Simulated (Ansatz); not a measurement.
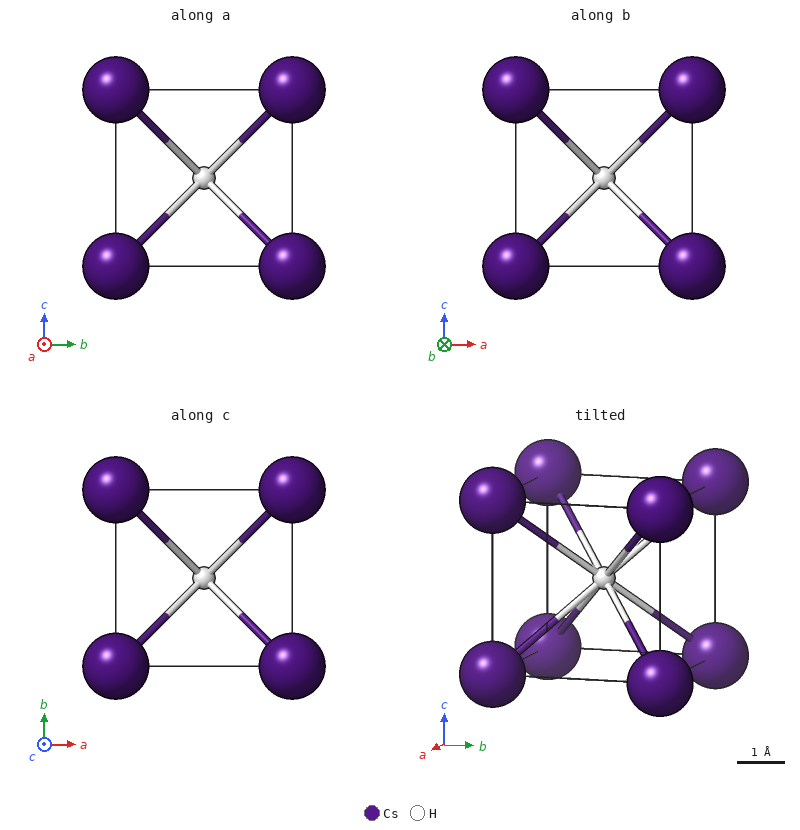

We look at a ball-and-stick model of the crystal along the a axis, along the b axis, along the c axis and slightly off an axis. Lines trace the edges of the conventional unit cell.

Lattice parameters: a = 3.813 Å, b = 3.813 Å, c = 3.813 Å, α = 90.00°, β = 90.00°, γ = 90.00°. Put a along x and b in the xy plane.

Question: Write the structure as a POSCAR file.

Answer:
```
Cs H
1.0
     3.813    0.000    0.000
     0.000    3.813    0.000
     0.000    0.000    3.813
Cs H
1 1
Direct
  0.0000 0.0000 0.0000
  0.5000 0.5000 0.5000
```

The starting point was a structure type filled with these elements by a generator (whether the compound takes this form wasn't checked). Earlier steps of the study may have refined or changed the cell and positions. It was run through Ansatz as a DFT input.
